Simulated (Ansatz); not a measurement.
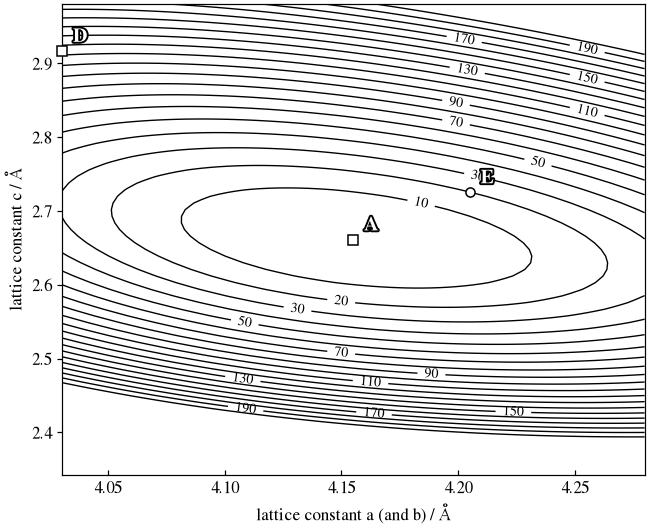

SiO2 (P4_2/mnm, No. 136; 6 atoms in the cell). 
- The energy is mapped over the lattice constants a and c of the conventional cell.
- The first coordinate is: lattice constant a (and b); the second: lattice constant c.
- Nothing is relaxed (fractional coordinates fixed).
- Grid: 11 × 11 points.
- Points are written as (first, second).
- All energies are given in meV/atom relative to the lowest grid point.
- Level of theory: DFT LDA, scalar-relativistic, plane waves, PAW in Ansatz. Settings: cutoff 520 eV, k-mesh 6×6×8 in the order of the run's cell vectors, gaussian smearing 0.05 eV, no spin polarisation.

In the figure: contour lines labelled in meV/atom (none above 200), lettered points. Between grid points the surface is interpolated.

### Is D the lowest point of the computed grid?

No. D lies 114 meV/atom above the lowest grid point, which is at (4.155 Å, 2.661 Å).

### What kind of point is each of A, E: minimum, saddle, maximum or slope?

A: minimum; E: on a slope. (In these two coordinates alone; a stationary point may lie a little off the grid point.)

### Rank the lettered points by energy, lowest first.

A (0 meV/atom), E (20 meV/atom), D (114 meV/atom).

PAW datasets: the set soft_1.
